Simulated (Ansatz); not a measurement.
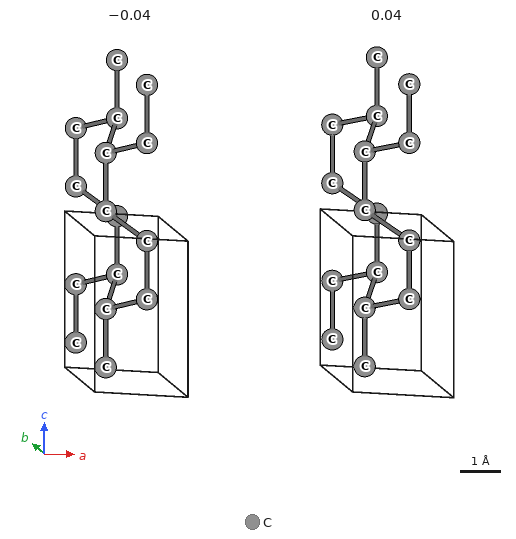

Crystalline C (set up in P6_3/mmc), held at several strains, with the atoms relaxed (per unit of the tabulated number the cell is strained by 1.0 along [1 2 0], 1.0 along a). The picture shows the first and the last member. Style: ball-and-stick. Shown: the cell of the calculation, repeated 1 × 2 × 2 with one cell outlined, slightly off an axis.

Computed with Ansatz 0.2.0: PBE, Ansatz PAW. Settings: plane-wave cutoff 420 eV; k-point mesh 10 × 10 × 6; occupations fermi-dirac; smearing width 0.05 eV; no spin polarisation; atoms relaxed in a fixed cell; force threshold 0.01 eV/Å.

```tsv
strain	energy (meV/atom)
−0.04	64.48
−0.02	?
−0.01	0.91
0	0.00
0.01	7.97
0.02	24.24
0.04	79.28
```

Question: One row is withheld. What does the calculation give there?

Answer: A parabola through three neighbouring rows (−0.04, −0.01, 0) gives, with Lagrange weights, (0.1667)(64.48) + (1.3333)(0.91) + (−0.5000)(0.00) = 11.96 meV/atom. The calculation gives 11.49 meV/atom. The estimate is 0.47 meV/atom too high. From the first member to the last: C–C 1.492 → 1.600 Å, C–C 1.537 → 1.544 Å.

The whole series:

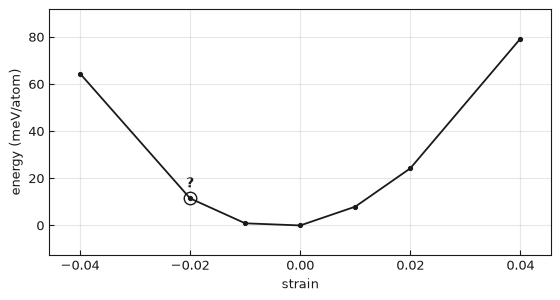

Each member starts from this one structure; whether another phase lies lower wasn't checked.
